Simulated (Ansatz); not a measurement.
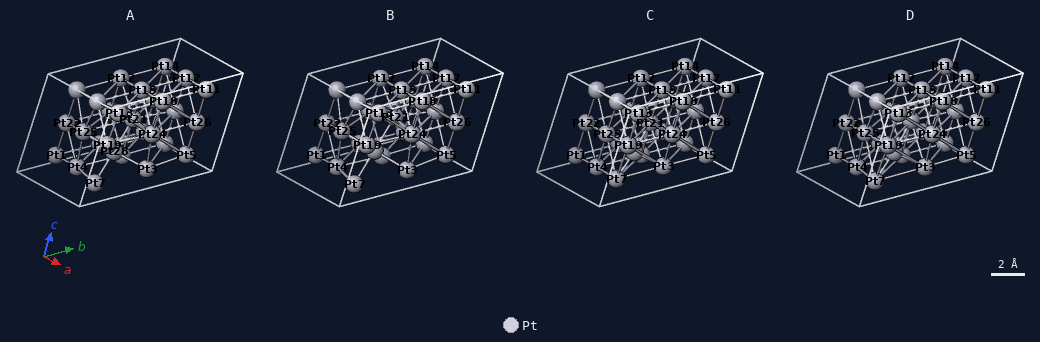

4 geometries from one relaxation of a defect cell of composition Pt, in shuffled order. Style: ball-and-stick. Shown: the cell of the calculation, reduced to other axes (origin shifted), slightly off an axis. Lengths and directions refer to the drawn axes.

Case: Pt interstitial, charge +0, atoms relaxed at the host's cell.

All numbers below come from DFT PBE, scalar-relativistic, plane waves, PAW in Ansatz 0.2.0. Set-up: plane-wave cutoff 420 eV; k-point mesh 4 × 4 × 4; occupations gaussian; smearing width 0.1 eV; no spin polarisation; atoms relaxed in a fixed cell; force threshold 0.025 eV/Å; at most 45 steps.

> Put them in the order of the run, from the start to the converged end.

C, D, A, B. They are steps 0, 1, 2, 5, at +18.466 eV per cell of the calculation, +5.234 eV per cell of the calculation, +0.857 eV per cell of the calculation relative to the last. Over 4 accepted moves (5 points after the start) the energy falls by 18.466 eV per cell of the calculation. The largest force component goes from 34 to 0.01 eV/Å. 1 step only repeated the SCF at the same geometry. The atom that moves furthest is a Pt atom (0.46 Å along [−1 2 2]). The lattice vectors keep their values. Among the contacts that change: Pt–Pt 2.657 → 3.359 Å, Pt–Pt 2.741 → 3.359 Å, Pt–Pt 2.833 → 3.359 Å, Pt–Pt 2.856 → 3.359 Å. Bond angles that change, for instance: Pt–Pt–Pt 171.8° → 180.0°, Pt–Pt–Pt 96.4° → 90.0°, Pt–Pt–Pt 174.0° → 180.0°.

Limits of the set-up: the periodic images lie only 8.4 Å apart, so the values are limited by the cell's size.
